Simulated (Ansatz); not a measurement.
## Nudged elastic band, with input and output: Hf4S9 (part 1 of 2)

Hf4S9 (defect cell, 13 atoms in the cell), computed with DFT PBE+D3(BJ), scalar-relativistic, plane waves, PAW, no spin polarisation (Ansatz 0.2.0).

The structure derives from a Materials Project entry. It belongs to a series of runs on one base structure; here: climbing-image band for the jump of S by 1.29 A.

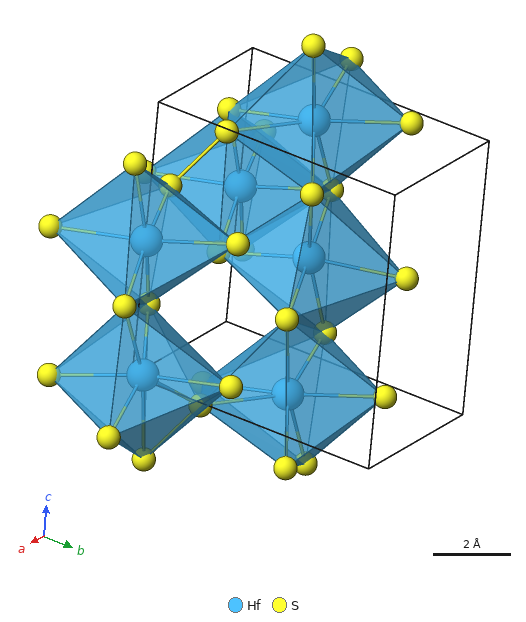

The structure as given in the input (polyhedral view of the cell of the calculation, seen slightly off an axis; polyhedra are completed across the faces of the cell). An atom can appear more than once, as a periodic image.

Input file
```yaml
crystal:
  lattice:
    - [3.6058628313, 0.0, -5.7703876582]
    - [3.6058628313, 0.0, 5.7703876582]
    - [-3.6058628313, -6.245537629, 0.0]
  atoms:
    - { symbol: Hf, position: [0.5357507364, 0.4733326077, 0.0019039474] }
    - { symbol: Hf, position: [0.9834148429, 0.0377388848, 0.0121853282] }
    - { symbol: Hf, position: [0.4941599034, 0.4910584899, 0.4980960526] }
    - { symbol: Hf, position: [1.0058400966, 0.0080326325, 0.4979695813] }
    - { symbol: S, position: [0.8141891021, 0.5413246554, 0.3527683888] }
    - { symbol: S, position: [0.2794863398, 0.042906674, 0.3235650827] }
    - { symbol: S, position: [0.8200576798, 0.5958979772, 0.8295471812] }
    - { symbol: S, position: [0.2463894696, 0.0179044299, 0.8297305835] }
    - { symbol: S, position: [0.6855604919, 0.9248188799, 0.17476068] }
    - { symbol: S, position: [0.2647302763, 0.5028005053, 0.1823540677] }
    - { symbol: S, position: [0.6442847147, 0.9516702403, 0.6076221775] }
    - { symbol: S, position: [0.2205907674, 0.4586753446, 0.6804132563] }
    - { symbol: S, position: [0.7465533438, 0.1978916512, -0.0910603229] }
basis:
  ecutwfc: 420
  xc_grid: 2
kpoints:
  mp_grid: { grid: [3, 3, 3], shift: [0.0, 0.0, 0.0] }
hamiltonian:
  xc: pbe
  dispersion: d3bj
scf:
  occupations: { method: gaussian, width: 0.02 }
output:
  forces: true
neb:
  images: 3
  f_tol: 0.05
  max_iterations: 70
  order_check: false
  final_atoms:
    - { symbol: Hf, position: [0.5165851571, 0.4622611152, -0.0121853282] }
    - { symbol: Hf, position: [0.9642492636, 0.0266673923, -0.0019039474] }
    - { symbol: Hf, position: [0.4941599034, 0.4919673675, 0.5020304187] }
    - { symbol: Hf, position: [1.0058400966, 0.0089415101, 0.5019039474] }
    - { symbol: S, position: [0.8557152853, 0.5483297597, 0.3923778225] }
    - { symbol: S, position: [0.2794092326, 0.0413246554, 0.3195867437] }
    - { symbol: S, position: [0.8144395081, 0.5751811201, 0.82523932] }
    - { symbol: S, position: [0.2352697237, -0.0028005053, 0.8176459323] }
    - { symbol: S, position: [0.6799423202, 0.9041020228, 0.1704528188] }
    - { symbol: S, position: [0.2536105304, 0.4820955701, 0.1702694165] }
    - { symbol: S, position: [0.6858108979, 0.9586753446, 0.6472316112] }
    - { symbol: S, position: [0.2205136602, 0.457093326, 0.6764349173] }
    - { symbol: S, position: [0.7534466562, 0.3021083488, 0.0910603229] }
```

Run on 4 threads of Intel Xeon (Granite Rapids), 32 GiB of memory available, shared host.

Launched with:
```bash
ansatz run input.yaml --threads 4 --pin off --max-ram 10240MiB --backend cpu --events-out ev --progress --plain --runs-dir out
```

Output
```
Warning: neb: disabling space-group detection — the band's intermediate images generally break the endpoint symmetry, so no spatial operation reduces the k-mesh or symmetrises the density, except that a semilocal band can use its path's symmetry ahead of convergence; time reversal is kept, so that k and −k are solved as one point where they differ and the mesh holds both, and exact exchange and, on two spinor components, a DFT+U term hold to it where the run has them: on two components no moment then forms, and a state that bears one, which a typed moment (crystal.atoms[].spin; refused beside efield: under a hybrid functional) reaches, can lie lower, under hf by electronvolts; crystal.symmetry.detect: false (a key that needs symmetry detection or time reversal refuses this as the deck is read) with time_reversal: false beside it drops time reversal too
Engine: ansatz 0.2.0, x86_64-unknown-linux-gnu
Pseudopotentials: kind: paw
Pseudopotential: Hf, paw, valence charge 26, recommended cutoff 420 eV (normal), Hf.paw.azcp
Pseudopotential: S, paw, valence charge 6, recommended cutoff 420 eV (normal), S.paw.azcp
Functional definition: PBE
  parameter kappa = 0.804
  parameter beta = 0.06672455060314922
  exchange = pbe_x(kappa = kappa, mu = beta*pi^2/3)
  correlation = pbe_c(beta = beta)
parallel-image band execution: 3 concurrent image workers
NEB image 0
Crystal: 13 atoms, lattice volume = 259.905 Å³
Basis set: ecut = 420 eV, 5055 PW (Γ), exchange–correlation on 96×96×100 points (8 copies of the dense FFT grid, shifted against one another)
Bands: 95, of which v1, the nominal top of the filled ones, is band 79 counted from 1 (78 counted from 0)
Symmetry: 1 space group operations
k-points: 14 of 27 (time reversal used)
Non-local potential: Hf, projectors of the file, l = 0: 3, l = 1: 2, l = 2: 2, l = 3: 3
Non-local potential: S, projectors of the file, l = 0: 2, l = 1: 2, l = 2: 2
PAW form: soft (Blöchl's): semilocal exchange-correlation on the pseudo side does not see the compensation charge
PAW one-centre angular grid: Hf, 590 points (default); XC on 64 Gauss nodes
PAW one-centre angular grid: S, 110 points (default); XC on 64 Gauss nodes
Initial density: superposition of atomic densities (neutral atoms: chi_scale 0, normalization atom), corrected by the library's trained network
Initial wavefunctions: pseudopotential atomic-orbital guess
Functional: x = pbe(κ = 0.804, μ = 0.2195149727645171), c = pbe(β = 0.06672455060314922)
SCF iter   1: F=—  HF=-71024.734283 eV  |F-HF|=—  |Δ(HF+E_count)|=         —  Δρ=4.23e-3  dr2=6.28e-2  ethr=1.77e-3  ⟨swp⟩=6.0  Hψ=4780  notcnv=0  defer=3
preconditioner: auto → Resta (q_TF=auto, 2.511 Å⁻¹)  ε∞=6.0  [insulator: Δε(μ)=0.556 eV  Ē_g=11.544 eV  σ=0.020 eV  W_gap=1.00  n_scr=70 (ndim 8)  ℏωp=25.9 eV  f_vac=0.035  D(μ)=0.00/eV (n_scr^D=0)  ε∞_Penn≈6.0]
SCF iter   2: F=—  HF=-71024.720715 eV  |F-HF|=—  |Δ(HF+E_count)|=   1.36e-2  Δρ=2.08e-3  dr2=1.12e-2  ethr=3.97e-5  ⟨swp⟩=2.0  Hψ=2507  notcnv=0  defer=139
SCF iter   3: F=—  HF=-71024.720685 eV  |F-HF|=—  |Δ(HF+E_count)|=   2.95e-5  Δρ=6.74e-4  dr2=1.29e-3  ethr=7.10e-6  ⟨swp⟩=2.0  Hψ=2158  notcnv=0  defer=139
SCF iter   4: F=—  HF=-71024.720661 eV  |F-HF|=—  |Δ(HF+E_count)|=   2.39e-5  Δρ=2.88e-4  dr2=2.33e-4  ethr=8.18e-7  ⟨swp⟩=2.0  Hψ=2297  notcnv=0  defer=139
SCF iter   5: F=—  HF=-71024.720586 eV  |F-HF|=—  |Δ(HF+E_count)|=   7.57e-5  Δρ=1.06e-4  dr2=3.26e-5  ethr=1.47e-7  ⟨swp⟩=2.0  Hψ=2296  notcnv=0  defer=139
SCF iter   6: F=—  HF=-71024.720473 eV  |F-HF|=—  |Δ(HF+E_count)|=   1.13e-4  Δρ=3.39e-5  dr2=3.75e-6  ethr=2.06e-8  ⟨swp⟩=2.0  Hψ=2009  notcnv=0  defer=139
SCF iter   7: F=—  HF=-71024.720476 eV  |F-HF|=—  |Δ(HF+E_count)|=   2.98e-6  Δρ=9.16e-6  dr2=3.69e-7  ethr=2.37e-9  ⟨swp⟩=2.0  Hψ=2073  notcnv=0  defer=139
SCF iter   8: F=—  HF=-71024.720476 eV  |F-HF|=—  |Δ(HF+E_count)|=   3.32e-7  Δρ=5.98e-6  dr2=1.34e-7  ethr=6.33e-11  ⟨swp⟩=5.0  Hψ=5019  notcnv=0
SCF iter   9: F=-71024.720476 eV  HF=-71024.720476 eV  |F-HF|=1.36e-8  |Δ(HF+E_count)|=   8.51e-8  Δρ=2.38e-6  dr2=2.09e-8  ethr=6.33e-11  ⟨swp⟩=4.9  Hψ=4710  notcnv=0
SCF 1 converged in 9 iterations: F = -71024.720476 eV  dr2 = 2.09e-8
  greatest PAW one-centre occupation: 0.999 electrons in one spin orbital (limit 2), on the Hf atom at site 3 (counted from 0), in its partial waves of l = 0
NSCF: frozen V_eff on 14 k-points
NEB image 4
SCF iter   1: F=—  HF=-71024.734283 eV  |F-HF|=—  |Δ(HF+E_count)|=         —  Δρ=4.23e-3  dr2=6.27e-2  ethr=1.77e-3  ⟨swp⟩=6.0  Hψ=4766  notcnv=0  defer=5
SCF iter   2: F=—  HF=-71024.720722 eV  |F-HF|=—  |Δ(HF+E_count)|=   1.36e-2  Δρ=2.08e-3  dr2=1.12e-2  ethr=3.97e-5  ⟨swp⟩=2.0  Hψ=2507  notcnv=0  defer=139
SCF iter   3: F=—  HF=-71024.720695 eV  |F-HF|=—  |Δ(HF+E_count)|=   2.72e-5  Δρ=6.74e-4  dr2=1.29e-3  ethr=7.10e-6  ⟨swp⟩=2.0  Hψ=2158  notcnv=0  defer=139
SCF iter   4: F=—  HF=-71024.720681 eV  |F-HF|=—  |Δ(HF+E_count)|=   1.40e-5  Δρ=2.89e-4  dr2=2.33e-4  ethr=8.18e-7  ⟨swp⟩=2.0  Hψ=2297  notcnv=0  defer=139
SCF iter   5: F=—  HF=-71024.720607 eV  |F-HF|=—  |Δ(HF+E_count)|=   7.37e-5  Δρ=1.06e-4  dr2=3.26e-5  ethr=1.47e-7  ⟨swp⟩=2.0  Hψ=2296  notcnv=0  defer=139
SCF iter   6: F=—  HF=-71024.720473 eV  |F-HF|=—  |Δ(HF+E_count)|=   1.34e-4  Δρ=3.39e-5  dr2=3.76e-6  ethr=2.07e-8  ⟨swp⟩=2.0  Hψ=2009  notcnv=0  defer=139
SCF iter   7: F=—  HF=-71024.720476 eV  |F-HF|=—  |Δ(HF+E_count)|=   2.98e-6  Δρ=9.17e-6  dr2=3.70e-7  ethr=2.38e-9  ⟨swp⟩=2.0  Hψ=2073  notcnv=0  defer=139
SCF iter   8: F=—  HF=-71024.720476 eV  |F-HF|=—  |Δ(HF+E_count)|=   3.31e-7  Δρ=6.01e-6  dr2=1.36e-7  ethr=6.33e-11  ⟨swp⟩=5.0  Hψ=5019  notcnv=0
SCF iter   9: F=-71024.720476 eV  HF=-71024.720476 eV  |F-HF|=1.40e-8  |Δ(HF+E_count)|=   8.57e-8  Δρ=2.39e-6  dr2=2.09e-8  ethr=6.33e-11  ⟨swp⟩=4.9  Hψ=4710  notcnv=0
SCF 2 converged in 9 iterations: F = -71024.720476 eV  dr2 = 2.09e-8
[... from here on the iterations of each SCF are left out, up to the last one ...]
NSCF: frozen V_eff on 14 k-points
NEB end point (image 0): max|allowed force component| = 1.430e-2 eV/Å (the criterion of neb.relax_end_points is 1.000e-2)
NEB end point (image 4): max|allowed force component| = 1.430e-2 eV/Å (the criterion of neb.relax_end_points is 1.000e-2)
NEB image 1
preconditioner: auto → Resta (q_TF=auto, 2.511 Å⁻¹)  ε∞=6.1  [insulator: Δε(μ)=0.103 eV  Ē_g=11.479 eV  σ=0.020 eV  W_gap=1.00  n_scr=70 (ndim 8)  ℏωp=25.9 eV  f_vac=0.036  D(μ)=0.01/eV (n_scr^D=0)  ε∞_Penn≈6.1]
preconditioner: auto → LDOS  [insulator: Δε(μ)=0.030 eV  Ē_g=11.485 eV  σ=0.020 eV  W_gap=0.70  n_scr=70 (ndim 8)  ℏωp=25.9 eV  f_vac=0.036  D(μ)=3.38/eV (n_scr^D=16)  ε∞_Penn≈6.1  β→1.0]
SCF 3 converged in 10 iterations: F = -71024.420796 eV  dr2 = 1.63e-8
NEB image 2
preconditioner: auto → LDOS  [metal: Δε(μ)=0.011 eV  Ē_g=11.458 eV  σ=0.020 eV  W_gap=0.29  n_scr=70 (ndim 8)  ℏωp=25.9 eV  f_vac=0.036  D(μ)=13.38/eV (n_scr^D=124)  β→1.0]
SCF 4 converged in 14 iterations: F = -71024.227681 eV  dr2 = 7.43e-8
NEB image 3
SCF 5 converged in 10 iterations: F = -71024.420796 eV  dr2 = 1.63e-8
NEB iter   1: max|band force component| = 1.135e0 eV/Å  barrier→ = 0.4928 eV  barrier← = 0.4928 eV  Δτ_max = 0.1274 Å  (52 SCF iters)
NEB image 1
Initial density: handed on by an earlier stage of this run
Initial wavefunctions: those handed on with the density
preconditioner: auto → Resta (q_TF=auto, 2.511 Å⁻¹)  ε∞=6.0  [insulator: Δε(μ)=0.101 eV  Ē_g=11.513 eV  σ=0.020 eV  W_gap=1.00  n_scr=70 (ndim 8)  ℏωp=25.9 eV  f_vac=0.040  D(μ)=0.01/eV (n_scr^D=0)  ε∞_Penn≈6.0]
SCF 6 converged in 8 iterations: F = -71024.507145 eV  dr2 = 4.08e-8
NEB image 2
preconditioner: auto → LDOS  [metal: Δε(μ)=0.021 eV  Ē_g=11.499 eV  σ=0.020 eV  W_gap=0.47  n_scr=70 (ndim 8)  ℏωp=25.9 eV  f_vac=0.042  D(μ)=9.30/eV (n_scr^D=70)  β→1.0]
SCF 7 converged in 11 iterations: F = -71024.279831 eV  dr2 = 6.89e-8
NEB image 3
SCF 8 converged in 8 iterations: F = -71024.507145 eV  dr2 = 4.09e-8
NEB iter   2: max|band force component| = 8.097e-1 eV/Å  barrier→ = 0.4406 eV  barrier← = 0.4406 eV  Δτ_max = 0.0554 Å  (27 SCF iters)
[... from here on the SCF iterations and repeated set-up lines of each step are left out, up to the last step ...]
NEB image 1
SCF 9 converged in 8 iterations: F = -71024.595371 eV  dr2 = 2.79e-8
NEB image 2
SCF 10 converged in 16 iterations: F = -71024.341916 eV  dr2 = 4.43e-8
NEB image 3
SCF 11 converged in 8 iterations: F = -71024.595371 eV  dr2 = 2.78e-8
NEB iter   3: max|band force component| = 1.956e-1 eV/Å  barrier→ = 0.3786 eV  barrier← = 0.3786 eV  CI = image 2  Δτ_max = 0.0170 Å  (32 SCF iters)
NEB image 1
SCF 12 converged in 7 iterations: F = -71024.609449 eV  dr2 = 2.71e-8
NEB image 2
SCF 13 converged in 11 iterations: F = -71024.345127 eV  dr2 = 8.51e-8
NEB image 3
SCF 14 converged in 7 iterations: F = -71024.609449 eV  dr2 = 2.71e-8
NEB iter   4: max|band force component| = 6.138e-2 eV/Å  barrier→ = 0.3753 eV  barrier← = 0.3753 eV  CI = image 2  Δτ_max = 0.0470 Å  (25 SCF iters)
NEB image 1
SCF 15 converged in 6 iterations: F = -71024.615228 eV  dr2 = 5.04e-8
NEB image 2
SCF 16 converged in 12 iterations: F = -71024.355873 eV  dr2 = 2.74e-8
NEB image 3
SCF 17 converged in 6 iterations: F = -71024.615228 eV  dr2 = 5.04e-8
NEB iter   5: max|band force component| = 1.262e-1 eV/Å  barrier→ = 0.3646 eV  barrier← = 0.3646 eV  CI = image 2  Δτ_max = 0.0236 Å  (24 SCF iters)
NEB image 1
SCF 18 converged in 6 iterations: F = -71024.614986 eV  dr2 = 1.79e-8
NEB image 2
SCF 19 converged in 10 iterations: F = -71024.357714 eV  dr2 = 3.74e-8
NEB image 3
SCF 20 converged in 6 iterations: F = -71024.614986 eV  dr2 = 1.79e-8
NEB iter   6: max|band force component| = 6.838e-2 eV/Å  barrier→ = 0.3628 eV  barrier← = 0.3628 eV  CI = image 2  Δτ_max = 0.0142 Å  (22 SCF iters)
NEB image 1
preconditioner: auto → Resta (q_TF=auto, 2.511 Å⁻¹)  ε∞=6.0  [insulator: Δε(μ)=0.277 eV  Ē_g=11.540 eV  σ=0.020 eV  W_gap=1.00  n_scr=70 (ndim 8)  ℏωp=25.9 eV  f_vac=0.036  D(μ)=0.00/eV (n_scr^D=0)  ε∞_Penn≈6.0]
SCF 21 converged in 5 iterations: F = -71024.615711 eV  dr2 = 1.89e-8
NEB image 2
preconditioner: auto → LDOS  [insulator: Δε(μ)=0.132 eV  Ē_g=11.497 eV  σ=0.020 eV  W_gap=0.78  n_scr=70 (ndim 8)  ℏωp=25.9 eV  f_vac=0.037  D(μ)=7.49/eV (n_scr^D=46)  ε∞_Penn≈6.1  β→1.0]
SCF 22 converged in 10 iterations: F = -71024.359917 eV  dr2 = 1.29e-8
NEB image 3
iter 1 solved again at ethr=2.58e-8 eV; its pass at ethr=3.10e-3 eV (dr2=4.08e-5 eV) is discarded
SCF iter   1: F=—  HF=-71024.615725 eV  |F-HF|=—  |Δ(HF+E_count)|=         —  Δρ=1.45e-4  dr2=4.14e-5  ethr=2.58e-8  ⟨swp⟩=2.7  Hψ=4857  notcnv=0
SCF iter   2: F=—  HF=-71024.615712 eV  |F-HF|=—  |Δ(HF+E_count)|=   1.30e-5  Δρ=7.64e-5  dr2=9.34e-6  ethr=2.58e-8  ⟨swp⟩=2.4  Hψ=1692  notcnv=0
SCF iter   3: F=—  HF=-71024.615711 eV  |F-HF|=—  |Δ(HF+E_count)|=   1.29e-6  Δρ=1.43e-5  dr2=5.56e-7  ethr=5.91e-9  ⟨swp⟩=2.0  Hψ=1826  notcnv=0
SCF iter   4: F=—  HF=-71024.615711 eV  |F-HF|=—  |Δ(HF+E_count)|=   5.66e-8  Δρ=6.34e-6  dr2=1.27e-7  ethr=6.33e-11  ⟨swp⟩=5.0  Hψ=5314  notcnv=0
SCF iter   5: F=-71024.615710 eV  HF=-71024.615710 eV  |F-HF|=4.07e-9  |Δ(HF+E_count)|=   7.79e-8  Δρ=2.46e-6  dr2=1.89e-8  ethr=6.33e-11  ⟨swp⟩=4.1  Hψ=4502  notcnv=0
SCF 23 converged in 5 iterations: F = -71024.615710 eV  dr2 = 1.89e-8
NEB image 1
NSCF: frozen V_eff on 14 k-points
NEB image 3
NSCF: frozen V_eff on 14 k-points
NEB image 2
NSCF: frozen V_eff on 14 k-points
the band table was solved once a step of the walk had ended and its energy, with any forces and stress, was formed, with the checks that follow a solve (5133 applications of the Hamiltonian). They found nothing against the state; the energy, forces and stress were not computed again (output.eigenvalues in the input reference)
NEB iter   7: max|band force component| = 3.228e-2 eV/Å  barrier→ = 0.3606 eV  barrier← = 0.3606 eV  CI = image 2  Δτ_max = 0.0000 Å  (20 SCF iters)
```

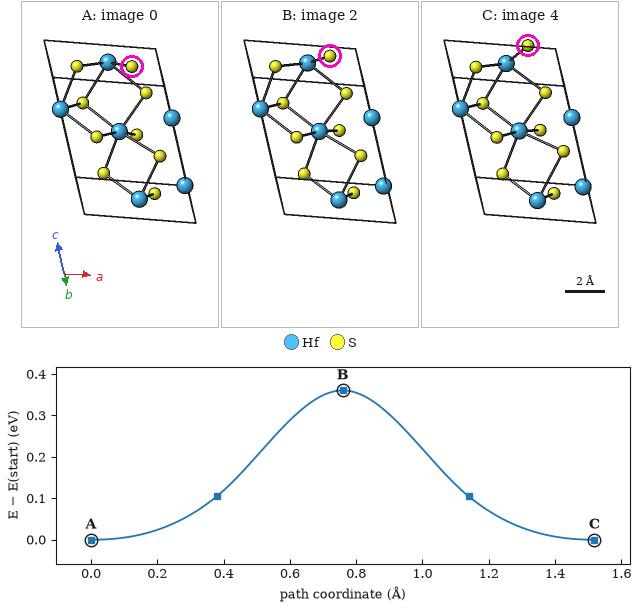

Images of the last band (counted from 0; ball-and-stick, reduced simulation cell, seen at an oblique angle), with the moving atom and its periodic copies ringed, above the energy along the path; the line is a cubic interpolation that uses the forces. The highest image is number 2, 0.361 eV above the start and 0.361 eV above the end (the climbing image); start and end have the same energy. The path is 1.52 Å long, and S13 moves most (1.29 Å). The band converged in 7 iterations.

```
SCF converged after 10 iterations
Free energy (F): -71024.359917 eV
Harris-Foulkes:  -71024.359917 eV  (|F-HF|=2.95e-9)
Internal energy: -71024.358439 eV  (E = F + TS)
E sigma→0 (E₀):  -71024.359178 eV
Entropy (-TS):   -0.001478 eV (-0.114 meV/atom)
Fermi energy:    11.109704 eV
--- Per-component energies (eV) ---
  E_band       = -592.591644
  E_kinetic    = 2661.043098
  E_local      = -31301.872758  (includes V_loc(G=0)·N_el)
  E_nonlocal   = -4716.556031
  E_hartree    = 14485.327134
  E_xc         = -2079.156395
  E_vxc        = -1858.526562  (∫ρ·V_xc dr)
  E_paw        = -33111.379454  (= ΣΔE_a)
  E_vpaw       = 5652.661723  (= ΣTr[D̂ρ^β])
  E_aug_tail   = 0.000010  (compensation charges beyond the density's cutoff)
  E_ewald      = -16957.024198
  E_disp       = -4.739844  (pairwise vdW)
  E_smearing   = -0.001478  (= −TS)
  E_closure    = -0.000000  (closes the sum)
  Σ components = -71024.359917   (vs F -71024.359917, Δ=0.00e0)
```
